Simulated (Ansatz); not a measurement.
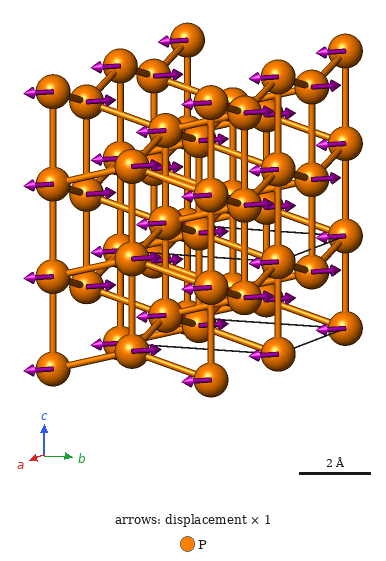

A relaxation of a crystal of P (a generated structure, set up in I4_1/amd). The starting structure is drawn; purple arrows show the displacements (the part carried along by the change of the cell is left out), at their true length.

Style: ball-and-stick. Shown: the conventional cell (2 times the calculation's cell), repeated 2 × 1 × 3 with one cell outlined, slightly off an axis. Lengths and directions refer to the drawn axes.

Phase: beta-Sn type.

Computed with Ansatz 0.2.0, DFT, RPBE, plane waves (420 eV) with PAW, scalar-relativistic. (plane-wave cutoff 420 eV; k-point mesh 13 × 13 × 9; occupations fermi dirac; smearing width 0.1 eV; no spin polarisation; cell and atoms relaxed; force threshold 0.01 eV/Å; at most 60 steps)

Question: What happened in the run?

Answer: After 39 accepted moves (45 points after the start) the energy has fallen by 319 meV per atom. The largest force component goes from 0.0079 to 0.00093 eV/Å. The pressure goes from −3.56 to 0.00 GPa. The line search rejected the trial step at point 32 of the run. At 5 points the geometry stayed and the basis and grid were re-selected for the new cell (energy shift of 14.8 meV per atom at most each time). The largest moves relative to the cell, 0.92 Å, are those of P atoms. The volume changes by +83.4 %, with a = b 4.892 → 7.591 Å (+55.2 %), c 2.671 → 2.664 Å (−0.3 %), α 90.0° → 79.9°, β 90.0° → 79.9°, γ 90.0° → 124.4°. Near-neighbour distances that change, for instance: P–P 2.536 → 5.611 Å, P–P 2.536 → 2.233 Å, P–P 2.671 → 2.664 Å. Bond angles that change, for instance: P–P–P 74.7° → 90.0°, P–P–P 105.3° → 90.0°. The space group (tolerance 0.01 Å) goes from I4_1/amd (No. 141) to Cmcm (No. 63).
